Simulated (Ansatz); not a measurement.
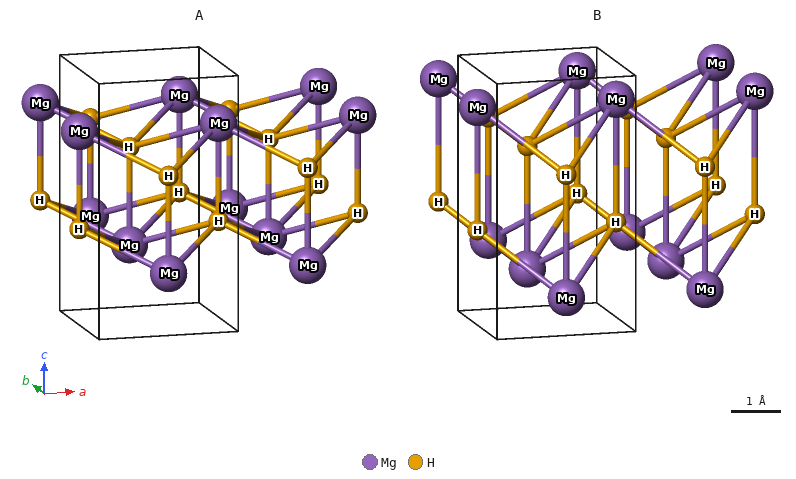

Two geometries of a crystal of MgH (a generated structure, set up in P4/nmm) (coarse preliminary run), drawn at one scale. One is the start of a relaxation, the other its converged end. The picture is a ball-and-stick view of the cell of the calculation, repeated 2 × 2 × 1 with one cell outlined, seen slightly off an axis.

Level of theory: Ansatz 0.2.0, DFT PBE, scalar-relativistic, plane waves, PAW. Settings: plane-wave cutoff 420 eV; k-point mesh 6 × 6 × 4; occupations gaussian; smearing width 0.1 eV; no spin polarisation; cell and atoms relaxed; force threshold 0.04 eV/Å; at most 70 steps.

Q: Which geometry has the lower energy?

A: Structure A is the relaxed one. The largest moves relative to the cell, 0.51 Å, are those of Mg atoms. Largest moves by element: Mg 0.51 Å, H 0.02 Å. The volume changes by +0.7 %, with a = b 2.974 → 2.984 Å (+0.3 %), c 5.396 → 5.397 Å (0.0 %). Among the contacts that change: Mg–Mg 2.644 → 3.362 Å, H–Mg 2.591 → 2.061 Å, H–Mg 2.423 → 2.229 Å. The space group stays P4/nmm (No. 129). Over 5 accepted moves (6 points after the start) the energy falls by 478 meV per atom. Largest force component: 3.9 eV/Å at the start, 0.021 eV/Å at the end. The pressure goes from 7.42 to 0.17 GPa. At 1 point the geometry stayed and the basis and grid were re-selected for the new cell (energy shift of less than 0.05 meV per atom at most each time). The run took 7.9 s on 1 thread of Intel(R) Xeon(R) Platinum 8488C (Sapphire Rapids), on a shared host, peak memory 0.34 GiB.
